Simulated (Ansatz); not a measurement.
A series of calculations on Sc

## 1. Relaxation

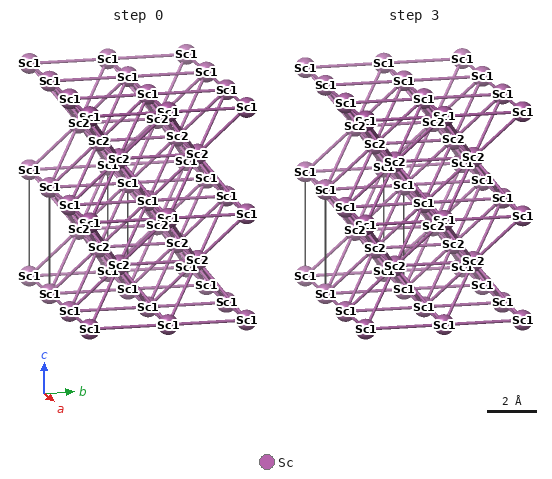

The structure of a crystal of Sc (set up in I4/mmm) before (left) and after (right) a relaxation, at one scale.

The picture is a ball-and-stick view of the cell of the calculation, repeated 3 × 2 × 2 with one cell outlined, seen slightly off an axis.

Case: biaxial strain in the a-b plane of +3.0 %; c and atoms relaxed.

The calculation used DFT PBE, scalar-relativistic, plane waves, PAW in Ansatz. Settings: plane-wave cutoff 420 eV; k-point mesh 14 × 14 × 10; occupations gaussian; smearing width 0.1 eV; no spin polarisation; cell relaxed at fixed a, b, gamma; force threshold 0.008 eV/Å; at most 40 steps.

**What changed between the two?**

No atom moves by more than 0.005 Å relative to the cell. The volume changes by −2.0 %, with a = b unchanged at 3.366 Å, c 4.534 → 4.444 Å (−2.0 %). Near-neighbour distances that change, for instance: Sc1–Sc2 3.287 → 3.256 Å. The space group stays I4/mmm (No. 139). After 2 accepted moves (3 points after the start) the energy has fallen by 1.9 meV per atom. All forces vanish by symmetry, so only the cell relaxes. The pressure goes from −1.96 to −1.02 GPa. The SCF was repeated once at an unchanged geometry on a basis and grid sized afresh for the cell, which shifted the energy by 0.1 meV per atom at most. The run took about 29 core-seconds on a shared host.

## 2. Relaxation

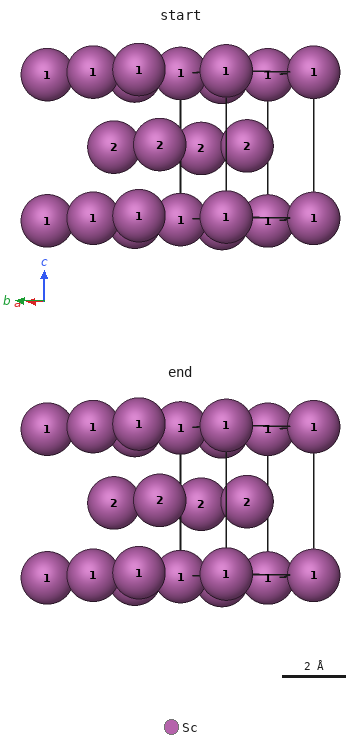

The structure of crystalline Sc (set up in I4/mmm) before (top) and after (bottom) a relaxation, at one scale.

Style: spheres-only. Shown: the cell of the calculation, repeated 2 × 2 × 1 with one cell outlined, from a free direction.

Case: biaxial strain in the a-b plane of -3.0 %; c and atoms relaxed.

Level of theory: DFT PBE, scalar-relativistic, plane waves, PAW in Ansatz.

The input:
```yaml
crystal:
  lattice:
    - [3.1695743032, 0.0, 0.0]
    - [0.0, 3.1695743032, 0.0]
    - [0.0, 0.0, 4.70021564]
  atoms:
    - { symbol: Sc, position: [0.0, 0.0, 0.0] }
    - { symbol: Sc, position: [0.5, 0.5, 0.5] }
basis:
  ecutwfc: 420
kpoints:
  mp_grid: { grid: [14, 14, 10] }
hamiltonian:
  xc: pbe
scf:
  occupations: { method: gaussian, width: 0.1 }
output:
  forces: true
  stress: true
  eigenvalues: true
relax:
  adjacent_minimum: "off"
  f_tol: 0.008
  max_steps: 40
  cell: { stress_tol: 0.05, fix: [a, b, gamma] }
```

> Summarise the run.

Over 2 accepted moves (3 points after the start) the energy falls by 1.7 meV per atom. All forces vanish by symmetry, so only the cell relaxes. Pressure: 2.35 GPa at the start and 1.38 GPa at the end. The SCF was repeated once at an unchanged geometry on a basis and grid sized afresh for the cell, which shifted the energy by 0.1 meV per atom at most. The atoms keep their places relative to the cell (all moves are under 0.005 Å). Cell: a = b unchanged at 3.170 Å, c 4.700 → 4.780 Å (+1.7 %). Volume +1.7 %. Some distances before and after: Sc1–Sc2 3.247 → 3.276 Å. The space group stays I4/mmm (No. 139).

## 3. A change

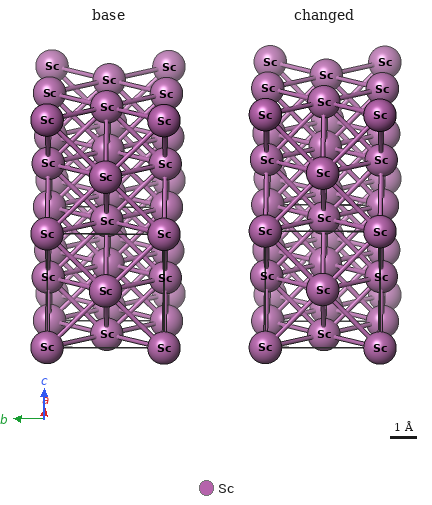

Left: solid Sc. Right: the same structure after one change, at the same scale. Style: ball-and-stick. Shown: the conventional cell (2 times the calculation's cell), repeated 2 × 1 × 2 with one cell outlined, from a free direction. Lengths and directions refer to the drawn axes.

Theory: Ansatz 0.2.0, DFT PBE, scalar-relativistic, plane waves, PAW. Set-up: plane-wave cutoff 420 eV; k-point mesh 14 × 14 × 10; occupations gaussian; smearing width 0.1 eV; no spin polarisation.

What distinguishes the right structure from the left one?

Biaxial strain in the a–b plane, −2.0 %, is applied. The c axis and the atoms are relaxed.

What does the change do?

It costs 3.5 meV per atom. The pressure goes from 0.0 to 0.9 GPa. The principal stresses (compression positive) are 0.0 GPa along c and 1.3 GPa across it. Cell: a = b 4.621 → 4.529 Å (−2.0 %), c 4.617 → 4.727 Å (+2.4 %). Volume −1.7 %. No atom moves by more than 0.005 Å relative to the cell. Among the bonded contacts that change: Sc–Sc 3.267 → 3.202 to 3.273 Å. The space group (tolerance 0.01 Å) goes from Fm-3m (No. 225) to I4/mmm (No. 139).

## 4. Series

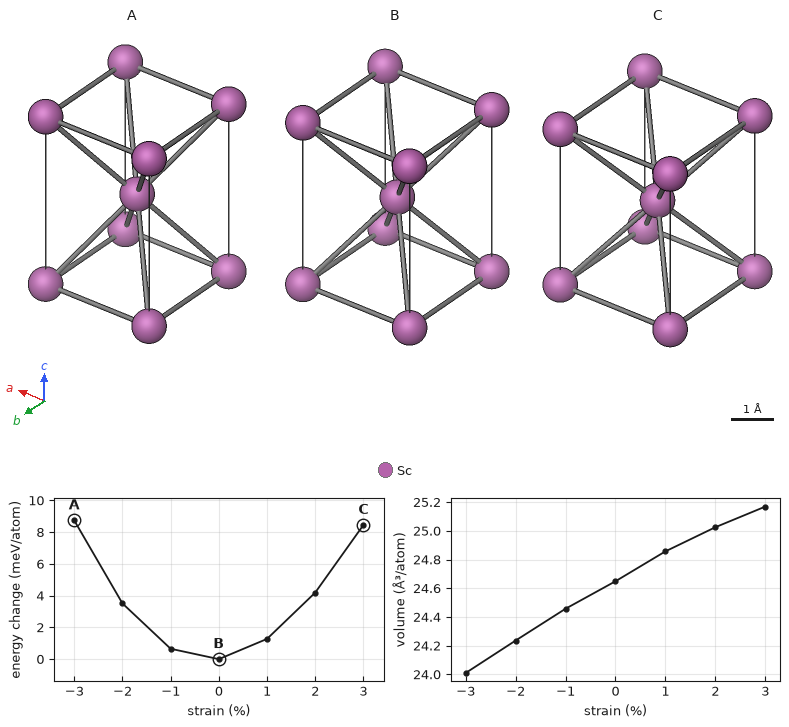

Members of a series of calculations on a crystal of Sc (set up in I4/mmm), marked on the first curve. A ball-and-stick model of the cell of the calculation, seen from a free direction.

The calculation used DFT PBE, scalar-relativistic, plane waves, PAW in Ansatz 0.2.0. (plane-wave cutoff 420 eV; k-point mesh 14 × 14 × 10; occupations gaussian; smearing width 0.1 eV; no spin polarisation)

Describe the series.

Biaxial strain in the a–b plane, c and atoms relaxed. A (strain −3.0 %): energy change 8.7 meV/atom, volume 24.01 Å³ per atom. B (strain 0.0 %): energy change 0.0 meV/atom, volume 24.65 Å³ per atom. C (strain 3.0 %): energy change 8.5 meV/atom, volume 25.17 Å³ per atom. The rest compares A with C. The volume changes by +4.8 %, with a = b 3.170 → 3.366 Å (+6.2 %), c 4.780 → 4.444 Å (−7.0 %). Among the bonded contacts that change: Sc–Sc 3.170 → 3.366 Å, Sc–Sc 3.276 → 3.256 Å.
